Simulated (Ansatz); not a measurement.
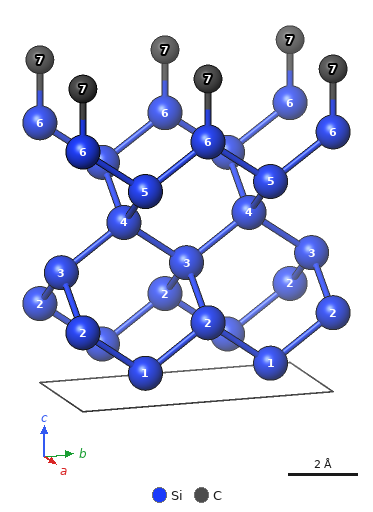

This is the input geometry for a constrained relaxation of a slab of composition Si6C (cut from the Fd-3m phase). Style: ball-and-stick. Shown: the 1 × 2 repeat of the cell, outlined in the plane, without the vacuum, slightly off an axis.

Case: C put at a top Si site. The slab is the (1 0 0) face of Si with C on it. 3 atoms are held fixed.

Method: Ansatz 0.2.0, DFT PBEsol, scalar-relativistic, plane waves, PAW.

Input
```yaml
crystal:
  lattice:
    - [3.8417168285, 0.0, 0.0]
    - [0.0, 3.8417168285, 0.0]
    - [0.0, 0.0, 25.7912600521]
  atoms:
    - { symbol: Si, position: [0.0, 0.5, 0.3295690084] }
    - { symbol: Si, position: [0.0, 0.0, 0.3822322752] }
    - { symbol: Si, position: [0.5, 0.0, 0.4348955421] }
    - { symbol: Si, position: [0.5, 0.5, 0.4872505114] }
    - { symbol: Si, position: [0.0, 0.5, 0.5400001596] }
    - { symbol: Si, position: [0.0, 0.0, 0.5916358883] }
    - { symbol: C, position: [0.0, 0.0, 0.6645287984], spin: 2.0 }
basis:
  ecutwfc: 420
kpoints:
  mp_grid: { grid: [8, 8, 1] }
hamiltonian:
  xc: pbesol
scf:
  occupations: { method: gaussian, width: 0.05 }
output:
  forces: true
  eigenvalues: true
  populations: true
magnetization:
  spin_polarized: true
relax:
  adjacent_minimum: "off"
  f_tol: 0.03
  max_steps: 70
  constraints: [{ sites: [0, 1, 2] }]
efield:
  axis: 3
  dipole_correction: true
  ramp_width: 0.04
```

Run as
```bash
ansatz run input.yaml --threads 1 --pin off --max-ram 2560MiB --backend cpu --events-out ev --progress --plain --runs-dir out
```

Question: What does the optimiser find from here?

Answer: Over 3 accepted moves (6 points after the start) the energy falls by 33.8 meV per cell of the calculation. The largest force component goes from 1 to 0.0016 eV/Å. The line search rejected the trial steps at points 3, 5 of the run. 1 step only repeated the SCF at the same geometry. The largest move is that of C7, 0.050 Å along the normal (−c). By element the largest moves are C 0.050 Å, Si 0.012 Å. The lattice vectors keep their values. Some distances before and after: Si6–C7 1.880 → 1.818 Å, Si4–Si5 2.354 → 2.362 Å. The run took 2.4 min on 1 thread of AMD EPYC 9R45 96-Core Processor (Zen 5) (shared host), peak memory 0.8 GiB.

History of the run:

| step | E − E(0), meV/atom | largest force component, eV/Å | note |
| --- | --- | --- | --- |
| 0 | 0.00 | 1.0154 |  |
| 1 | -3.61 | 0.5435 |  |
| 2 | -4.82 | 0.0566 |  |
| 3 | -4.81 | 0.0654 | rejected |
| 4 | -4.82 | 0.0572 | same geometry, SCF repeated |
| 5 | -4.81 | 0.0653 | rejected |
| 6 | -4.83 | 0.0016 |  |

Limits of the set-up: the periodic images lie only 3.8 Å apart, so the values are limited by the cell's size.
